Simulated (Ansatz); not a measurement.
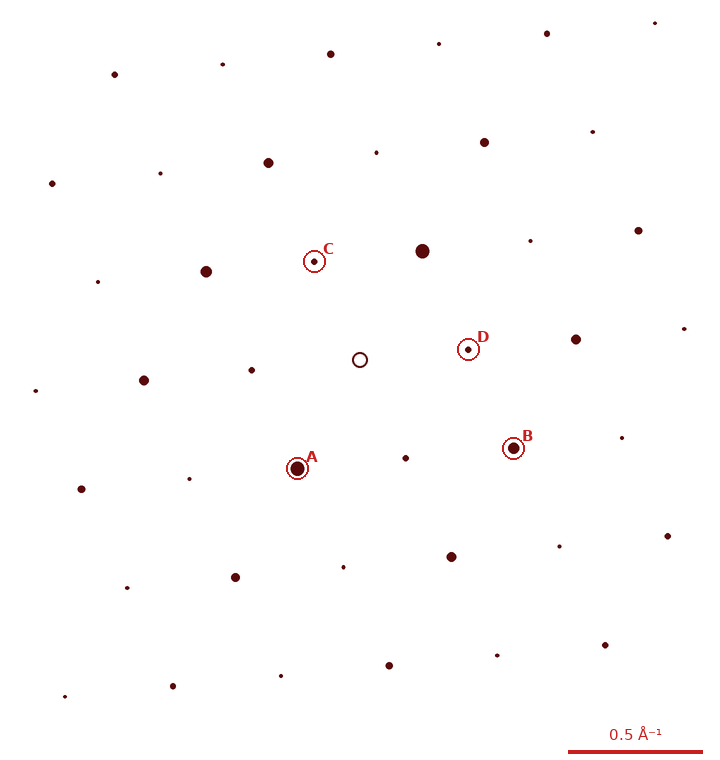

Simulated selected-area electron diffraction pattern (100 kV, kinematic approximation, thin crystal, B = 0.8 Å² for all atoms). The zone axis points towards the electron source and the pattern is seen from the source side.

Crystal: MgO, space group Fm-3m (No. 225), a = 4.254 Å. Structure: coordinates from a relaxation with DFT PBE, scalar-relativistic, plane waves, PAW (Ansatz); the starting structure was generated, so it need not be a known form of this composition.

```
Mg O
1.0
     4.25371    0.00000    0.00000
     0.00000    4.25371    0.00000
     0.00000    0.00000    4.25371
Mg O
4 4
Direct
  0.00000 0.00000 0.00000
  0.00000 0.50000 0.50000
  0.50000 0.00000 0.50000
  0.50000 0.50000 0.00000
  0.00000 0.50000 0.00000
  0.00000 0.00000 0.50000
  0.50000 0.50000 0.50000
  0.50000 0.00000 0.00000
```

Spot A is indexed 0 0 -2 and spot B -2 2 0.

Give hkl for C, D.

Answer. C = −(1/2)A − (1/2)B = 1 -1 1 (d = 2.456 Å). D = −(1/2)A + (1/2)B = -1 1 1 (d = 2.456 Å).

Which zone axis is this?

Answer. The cross product of A and B is parallel to [110]; every spot obeys hu + kv + lw = 0.
